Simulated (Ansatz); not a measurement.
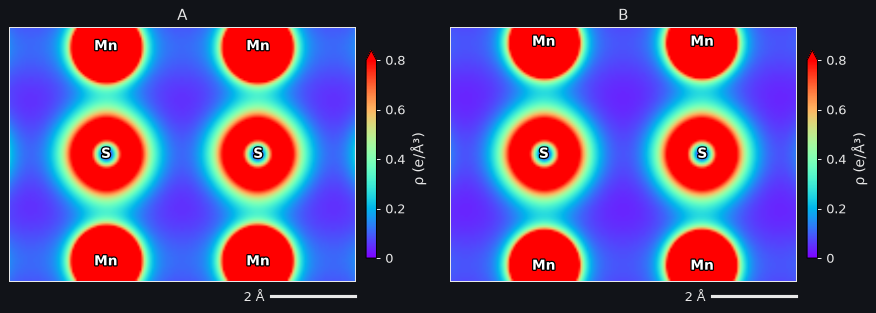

MnS. The valence pseudo-density of two cells that differ in size, on the (101̄) plane of each (indices in the axes of the calculation cell), at one length scale and on one colour scale: B has 18.7 Å³ an atom and A 16.6.

Theory: Ansatz, Kohn-Sham DFT of a periodic cell, PBEsol, Ansatz PAW.

In a PAW calculation such maps are meaningful between the atoms, not at the nuclei.

Q: What changes from the larger cell to the smaller?

A: From the larger cell to the smaller, Mn–S goes from 2.66 to 2.55 Å, and the density at its midpoint from 0.29 to 0.34 e/Å³; the pressure goes from −9 to −4.8 GPa; the largest moment (Mn) goes from 4.3 to 4.0 μB.
